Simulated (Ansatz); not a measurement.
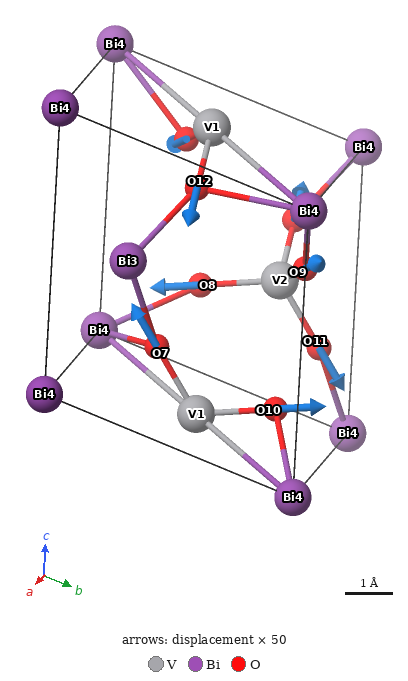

This is a relaxation of solid VBiO4 (built on the database type) (coarse preliminary run). The starting structure is drawn; blue arrows show the displacements (the part carried along by the change of the cell is left out), 50 times their true length.

A ball-and-stick model of the cell of the calculation, seen slightly off an axis.

Case: structure reported for this formula (I4_1/amd, No. 141).

Computed with Ansatz, DFT PBE, scalar-relativistic, plane waves, PAW. Set-up: plane-wave cutoff 420 eV; k-point mesh 4 × 4 × 4; occupations gaussian; smearing width 0.1 eV; no spin polarisation; cell and atoms relaxed; force threshold 0.04 eV/Å; at most 70 steps.

### What did the optimiser do to the structure, and how much energy did it gain?

Over 3 accepted moves (4 points after the start) the energy falls by 0.146 eV per cell of the calculation. The largest force component goes from 0.91 to 0.022 eV/Å. Pressure: 3.04 GPa at the start and 0.12 GPa at the end. The SCF was repeated once at an unchanged geometry on a basis and grid sized afresh for the cell, which shifted the energy by 9.0 meV per cell of the calculation at most. The largest moves relative to the cell, 0.022 Å, are those of O atoms. V and Bi stay in place. The drawn cell changes as follows: a = b = c 6.124 → 6.150 Å (+0.4 %), α 106.8° → 106.1°, β 106.8° → 106.1°, γ 115.0° → 116.5°; the volume changes by +0.8 %. Near-neighbour distances that change, for instance: Bi–V 3.292 → 3.238 Å, Bi–O 2.549 → 2.523 Å, O–V 1.703 → 1.725 Å, Bi–O 2.414 → 2.421 Å. Bond angles that change, for instance: V–O–Bi 99.6° → 97.5°. The space group stays I4_1/amd (No. 141).
